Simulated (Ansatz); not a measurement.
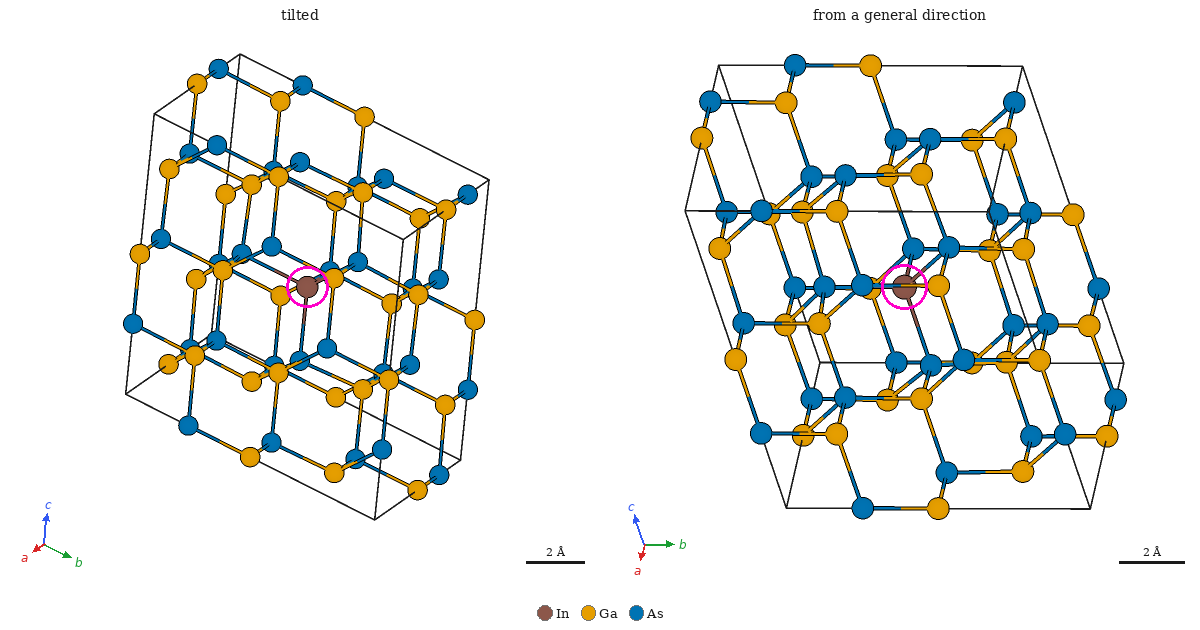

We look at a ball-and-stick model of the crystal slightly off an axis and from a general direction. The frame is the supercell; atoms at its boundary are shown with their periodic copies. The host is GaAs, in a cell of 32 sites, and the cell is neutral. A ring marks the defect's site.

Question: What kind of defect was put in?

Answer: Indium on a gallium site (a substitutional impurity). It is bonded to four As in a tetrahedral arrangement at about 2.6 Å.

The atoms were relaxed in the host's cell with Ansatz 0.2.0, DFT PBEsol, scalar-relativistic, plane waves, PAW.
